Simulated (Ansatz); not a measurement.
**Geometry relaxation of WSi5 (part 4 of 4)**

Continued. System: WSi5 (interface cell, 48 atoms in the cell). Method: DFT LDA, scalar-relativistic, plane waves, PAW, no spin polarisation (Ansatz 0.2.0); cutoff 420 eV, 5×5×2 k-mesh, Gaussian smearing of 0.1 eV. The structure derives from a Materials Project entry. It belongs to a series of runs on one base structure; here: film shifted by (0, 0) in the plane.

## Trajectory as extended XYZ, continued
```
48
Lattice="6.6160 0.0000 0.0000 0.0000 7.6395 0.0000 0.0000 0.0000 15.6716" Properties=species:S:1:pos:R:3:forces:R:3 step=24 energy=-105385.18227 pressure_GPa=-0.80
Si    2.3431    3.4959    0.3816    0.0017   0.0011   0.0029
Si   -1.8335    5.4897    0.4427   -0.0008  -0.0004   0.0003
Si    1.4634   -0.3235    0.5177   -0.0002   0.0015  -0.0008
Si   -1.8346    1.5031    0.4432    0.0001   0.0004  -0.0023
Si   -0.4693    3.4965    0.5162   -0.0016  -0.0032   0.0005
Si   -3.8847    5.5484    1.4385   -0.0018  -0.0031   0.0014
Si   -0.6583   -0.3232    1.3620   -0.0011   0.0002   0.0008
Si   -3.8854    1.4443    1.4401    0.0007  -0.0015  -0.0030
Si   -0.3786    3.4961    2.9940    0.0029  -0.0007   0.0032
Si   -3.6854    5.4917    3.7244   -0.0010   0.0001   0.0016
Si   -0.5387   -0.3240    3.7098    0.0004   0.0020   0.0023
Si   -3.6855    1.5014    3.7257   -0.0006   0.0011   0.0003
Si   -2.4935    3.4967    4.1029    0.0001  -0.0007  -0.0002
Si   -5.9626    5.3205    4.0885   -0.0014  -0.0002  -0.0031
Si   -2.6538   -0.3234    4.8188    0.0011  -0.0026   0.0008
Si   -5.9631    1.6713    4.0884   -0.0009   0.0004   0.0000
Si   -2.3731    3.4967    6.4506   -0.0011  -0.0001   0.0007
Si   -5.7628    5.2634    6.3742    0.0018   0.0001  -0.0024
Si   -2.5626   -0.3239    7.2970   -0.0020   0.0004  -0.0007
Si   -5.7632    1.7284    6.3743   -0.0014  -0.0025  -0.0018
Si   -4.4949    3.4958    7.2953   -0.0008   0.0003  -0.0005
Si   -7.8134    5.3225    7.3710   -0.0032   0.0006  -0.0020
Si   -5.3757   -0.3240    7.4315    0.0010   0.0017   0.0006
Si   -7.8146    1.6697    7.3701    0.0028  -0.0008   0.0023
Si   -7.3341    2.2521    9.5590   -0.0001   0.0011   0.0015
Si   -4.0151    2.2580    9.4304    0.0004  -0.0040   0.0041
Si   -7.3335    4.7389    9.5593   -0.0023  -0.0012   0.0005
Si   -4.0156    4.7333    9.4306    0.0026   0.0024   0.0019
W    -7.3709   -0.3242    9.3603    0.0012  -0.0020  -0.0015
W    -3.9694   -0.3242    9.4161   -0.0010   0.0002  -0.0003
Si   -8.9667   -1.6064   10.8852    0.0000   0.0024   0.0004
Si   -5.6505   -1.5947   10.8605    0.0006   0.0003   0.0012
Si   -8.9666    0.9573   10.8856   -0.0002   0.0045  -0.0019
Si   -5.6505    0.9462   10.8604    0.0007   0.0022   0.0003
W    -8.9990   -4.1440   11.0132    0.0002  -0.0023  -0.0004
W    -5.6636   -4.1439   10.9822    0.0027  -0.0035  -0.0032
Si  -10.6143   -5.4146   12.6242    0.0007  -0.0016   0.0023
Si   -7.2983   -5.4259   12.5997   -0.0015  -0.0002  -0.0001
Si  -10.6144   -2.8735   12.6246    0.0003  -0.0028  -0.0007
Si   -7.2983   -2.8621   12.6000    0.0002  -0.0043  -0.0026
W   -10.6015   -7.9639   12.5030    0.0014   0.0006  -0.0020
W    -7.2659   -7.9637   12.4720    0.0004  -0.0012  -0.0009
Si  -12.2499   -9.2021   14.0539    0.0015   0.0031   0.0026
Si   -8.9308   -9.2074   13.9258   -0.0024   0.0027   0.0015
Si  -12.2497   -6.7260   14.0543    0.0011  -0.0008   0.0001
Si   -8.9310   -6.7207   13.9261   -0.0007   0.0026   0.0017
W   -12.2953  -11.7838   14.0688   -0.0018   0.0055  -0.0020
W    -8.8941  -11.7838   14.1250    0.0015   0.0019  -0.0030
```

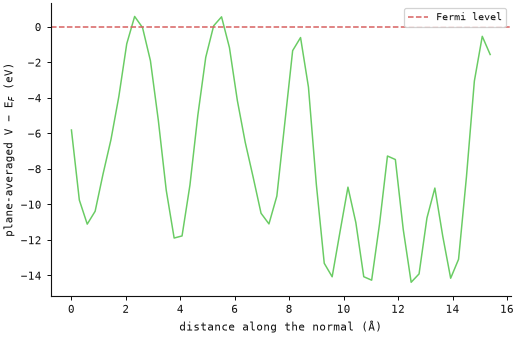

Fig. 1: Plane average of the electrostatic potential energy of an electron across the cell, from the Fermi level.

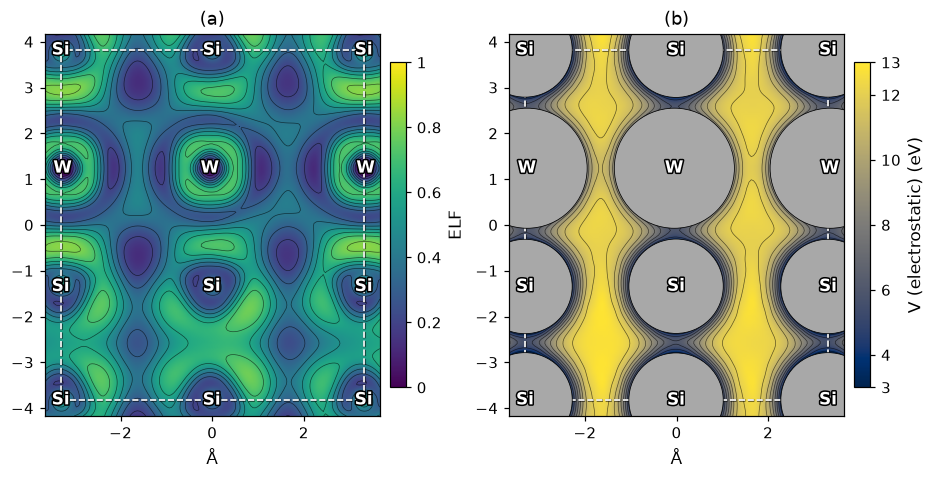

Fig. 2: (a) ELF; (b) electrostatic potential energy of an electron on the (001) plane of the calculation cell. Grey discs, where drawn, cover atomic cores. Atoms in the plane: Si and W. Si–Si (2.49 Å): the ELF peaks at about 0.65 between the atoms. The strong features right at W lie inside the PAW spheres (semicore, d or f shells) and say nothing about bonding. Outside the cores the potential energy rises away from the atoms and is highest about 1.7 Å from the nearest atoms; outside the discs it spans about 9 eV, and its zero is arbitrary. The fields are those of the smooth PAW valence density.

## Results in brief

| quantity | value |
| --- | --- |
| outcome | converged |
| electrons treated | 272 |
| free energy | −105385.1823 eV |
| Fermi energy | 10.411 eV |
| gap on the k-point mesh | none (metallic) |
| final volume | 792.09 Å³ |
| largest force (length of the vector) at the end | 0.006 eV/Å |
| wall time | 24 min (CPU time 3.1 h) |
| peak memory | 7.1 GiB |

Spin–orbit coupling is left out, which matters for W.
